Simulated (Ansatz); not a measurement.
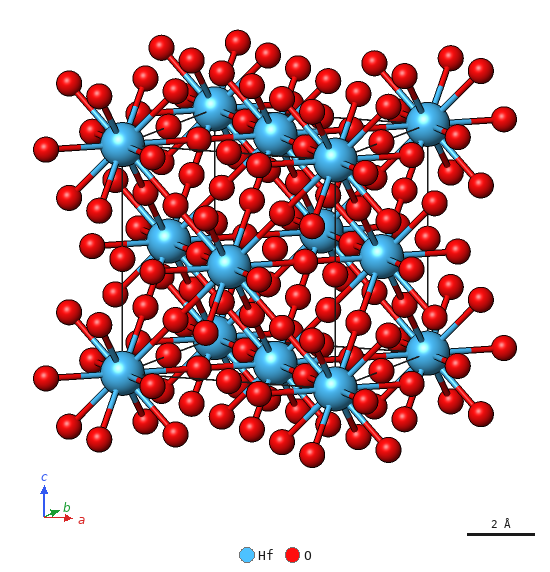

Starting structure of solid HfO₇ (a generated structure, set up in Fm-3m) (coarse preliminary run). A ball-and-stick model of the conventional cell (4 times the calculation's cell), seen slightly off an axis. Lengths and directions refer to the drawn axes.

Method: DFT PBE, scalar-relativistic, plane waves, PAW in Ansatz.

The input:
```yaml
crystal:
  lattice:
    - [0.0, 3.4849309, 3.4849309]
    - [3.4849309, 0.0, 3.4849309]
    - [3.4849309, 3.4849309, 0.0]
  atoms:
    - { symbol: Hf, position: [0.0, 0.0, 0.0] }
    - { symbol: O, position: [0.5, 0.5, 0.5] }
    - { symbol: O, position: [0.0, 0.0, 0.5] }
    - { symbol: O, position: [0.5, 0.0, 0.5] }
    - { symbol: O, position: [0.0, 0.5, 0.5] }
    - { symbol: O, position: [0.5, 0.5, 0.0] }
    - { symbol: O, position: [0.0, 0.5, 0.0] }
    - { symbol: O, position: [0.5, 0.0, 0.0] }
basis:
  ecutwfc: 420
kpoints:
  mp_grid: { grid: [4, 4, 4] }
hamiltonian:
  xc: pbe
scf:
  occupations: { method: gaussian, width: 0.1 }
  lower_state_search: "off"
output:
  forces: true
  stress: true
  eigenvalues: true
relax:
  adjacent_minimum: "off"
  f_tol: 0.04
  max_steps: 70
  cell: { stress_tol: 0.4 }
```

Launched with:
```bash
ansatz run input.yaml --threads 1 --pin off --max-ram 2048MiB --backend cpu --events-out ev --progress --plain --runs-dir out
```

Q: Predict the outcome.

A: Over 4 accepted moves (6 points after the start) the energy falls by 170 meV per atom. All forces vanish by symmetry, so only the cell relaxes. The pressure goes from −24.24 to −0.02 GPa. The SCF was repeated twice at an unchanged geometry on a basis and grid sized afresh for the cell, which shifted the energy by 4.7 meV per atom at most. No atom moves by more than 0.005 Å relative to the cell. Cell: a = b = c 6.970 → 6.531 Å (−6.3 %). Volume −17.7 %. Among the contacts that change: Hf1–O3 2.464 → 2.309 Å. The space group stays Fm-3m (No. 225). The run took 14 s on 1 thread of Arm Neoverse V2, on a shared host, peak memory 0.35 GiB.

Step by step:

| step | E − E(0), meV/atom | pressure, GPa | volume, Å³/atom | note |
| --- | --- | --- | --- | --- |
| 0 | 0.00 | -24.24 | 10.581 |  |
| 1 | -164.01 | -6.97 | 9.108 |  |
| 2 | -174.26 | 2.89 | 8.624 |  |
| 3 | -174.43 | -0.19 | 8.760 |  |
| 4 | -169.71 | -1.23 | 8.760 | same geometry, new basis |
| 5 | -170.35 | 0.03 | 8.705 |  |
| 6 | -169.85 | -0.02 | 8.705 | same geometry, new basis |

The structure at the end:

```
Hf O
1.0
     0.00000    3.26543    3.26543
     3.26543    0.00000    3.26543
     3.26543    3.26543    0.00000
Hf O
1 7
Direct
  0.00000 0.00000 0.00000
  0.50000 0.50000 0.50000
  0.00000 0.00000 0.50000
  0.50000 0.00000 0.50000
  0.00000 0.50000 0.50000
  0.50000 0.50000 0.00000
  0.00000 0.50000 0.00000
  0.50000 0.00000 0.00000
```

The end point in the same view:

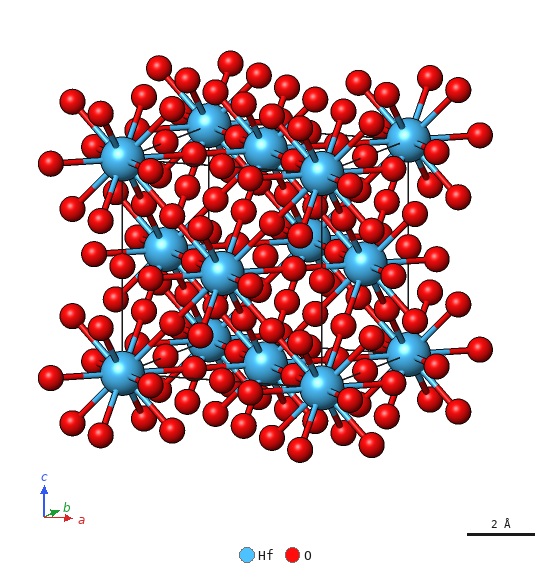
